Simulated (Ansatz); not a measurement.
Cell and atoms:

```
CELL_PARAMETERS angstrom
3.02332 0.00000 0.00000
0.00000 3.02332 0.00000
0.00000 0.00000 3.02332
ATOMIC_POSITIONS crystal
Al 0.00000 0.00000 0.00000
Al 0.50000 0.50000 0.50000
```

Question: Interpret the file: composition, symmetry and coordination.

Answer: The element is aluminium. The atoms follow space group Im-3m (No. 229); the Bravais lattice is body-centred cubic. This arrangement goes by the name body-centred cubic (W type). The cell holds two atoms. The neighbours of Al are eight Al in a cubic arrangement at 2.62 Å. The bonds build a three-dimensional framework.

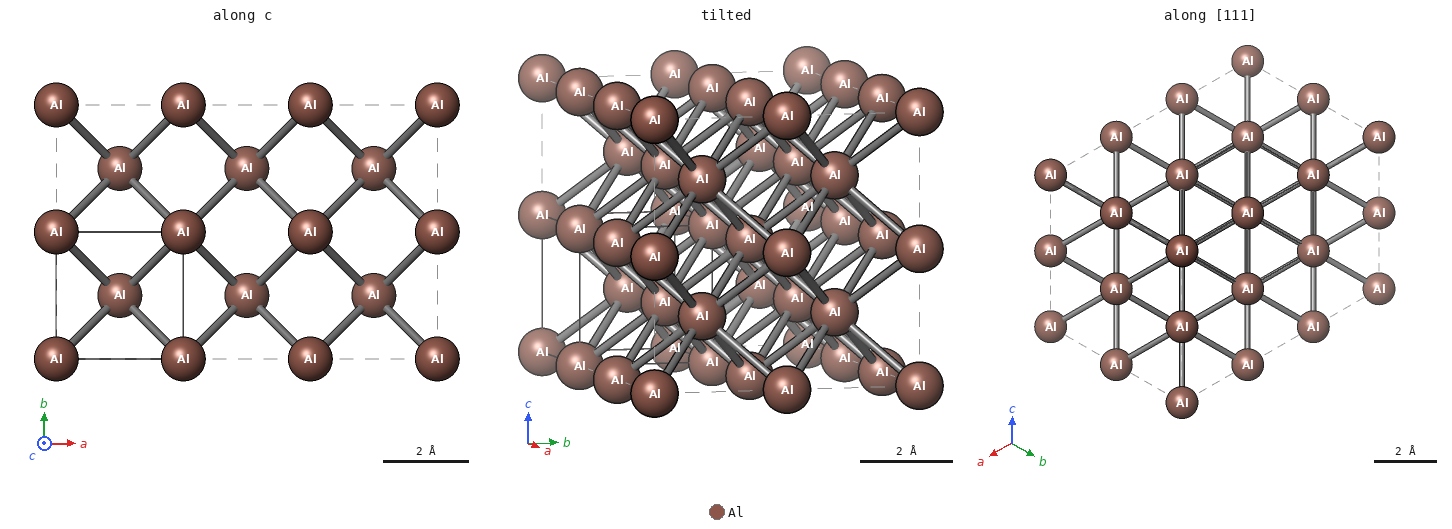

Drawn in the ball-and-stick manner and seen along the c axis, slightly off an axis and along [111]. A block of 3×2×2 cells is shown, with one conventional unit cell in solid outline. Colours: aluminium brown.

Its origin is a structure listed in the Materials Project. The cell was then strained or its atoms displaced on purpose. It went into a calculation with Ansatz.

At this level of theory the cell isn't at rest (compressed, at 18 GPa), so its distances can differ from those at equilibrium, the more so the softer the solid.
